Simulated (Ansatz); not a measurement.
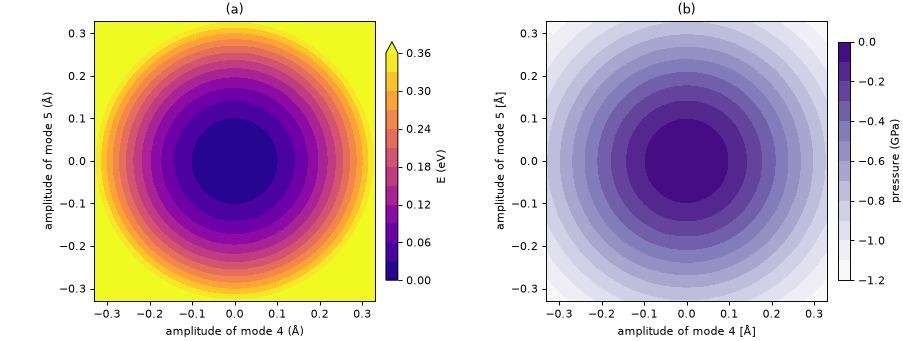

Ge (P6_3/mmc, No. 194; 8 atoms in the cell). The energy is mapped over two normal modes frozen in (zone-centre modes of the 8-atom cell of this scan, which folds in the wave vector (0, 1/2, 0) of the primitive cell). First axis: amplitude of mode 4 (51 cm⁻¹), largest displacement. Second axis: amplitude of mode 5 (51 cm⁻¹), largest displacement. Nothing is relaxed (the cell and all other modes fixed). The scan uses a 9 × 9 grid; 25 points were computed and 56 follow by symmetry. Points are written as (first, second). Energies: eV per cell, counted from the lowest grid point. The lowest point has no gap; 48 points of the grid have one on the k-mesh. The calculation used Ansatz, DFT PBEsol, scalar-relativistic, plane waves, PAW. Settings: cutoff 420 eV, k-mesh 10×6×6 in the order of the run's cell vectors, gaussian smearing 0.15 eV, no spin polarisation.

Panel (a) is the energy; panel (b) is the computed pressure, in GPa.

Drawn: filled contours, one colour for all values above the top of the scale. Between grid points the surface is interpolated.

### How does the pressure vary over the map, and what is it at the lowest grid point?

It runs from −1.18 GPa at (−0.330 Å, −0.330 Å) to 0.00 GPa at (0.000 Å, 0.000 Å). At the lowest grid point, (0.000 Å, 0.000 Å), it is 0.00 GPa.

```csv
"second ↓, first →",−0.330,−0.247,−0.165,−0.083,0.000,0.083,0.165,0.247,0.330
0.330,−1.18,−1.06,−0.93,−0.84,−0.81,−0.84,−0.93,−1.06,−1.18
0.247,−1.06,−0.88,−0.70,−0.58,−0.53,−0.58,−0.70,−0.88,−1.06
0.165,−0.94,−0.70,−0.48,−0.33,−0.27,−0.33,−0.48,−0.70,−0.94
0.083,−0.85,−0.58,−0.33,−0.14,−0.07,−0.14,−0.33,−0.58,−0.85
0.000,−0.81,−0.53,−0.27,−0.07,0.00,−0.07,−0.27,−0.53,−0.81
−0.083,−0.85,−0.58,−0.33,−0.14,−0.07,−0.14,−0.33,−0.58,−0.85
−0.165,−0.94,−0.70,−0.48,−0.33,−0.27,−0.33,−0.48,−0.70,−0.94
−0.247,−1.06,−0.88,−0.70,−0.58,−0.53,−0.58,−0.70,−0.88,−1.06
−0.330,−1.18,−1.06,−0.93,−0.84,−0.81,−0.84,−0.93,−1.06,−1.18
```

PAW datasets: the set soft_1.
